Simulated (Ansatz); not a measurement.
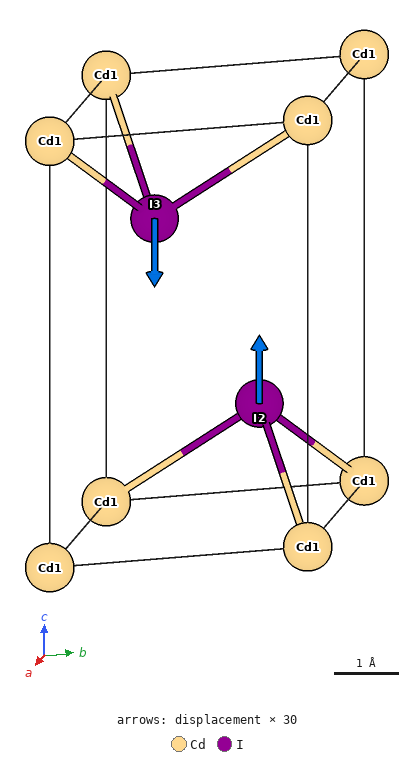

Crystalline CdI2 (built on the 1T (CdI2) bulk type). The blue arrows show how the atoms are displaced (without the part that the change of the cell carries along), magnified 30 times. Besides, the cell is strained by −3.0 % along c and none across it (volume −3.0 %). The picture is a ball-and-stick view of the cell of the calculation, seen slightly off an axis.

The calculation used DFT, HSE06, plane waves, PAW in Ansatz. (plane-wave cutoff 420 eV; k-point mesh 6 × 6 × 4; occupations fixed; no spin polarisation)

How are the atoms displaced, and what does the calculation give?

The I atoms are displaced by 0.04 Å relative to the cell: I3 0.04 Å along −c. No relaxation follows. The energy rises by 9.4 meV per atom. The pressure goes from 0.8 to 1.3 GPa. The principal stresses (compression positive) are 1.5 GPa along c and 1.2 GPa across it. The largest forces, 0.075 eV/Å, act on I2 and I3; on I2 it points along −c. The forces point straight back along the displacements (cosine −1.00). Near-neighbour distances before and after: Cd–I 2.995 → 2.987 Å. The space group stays P-3m1 (No. 164).
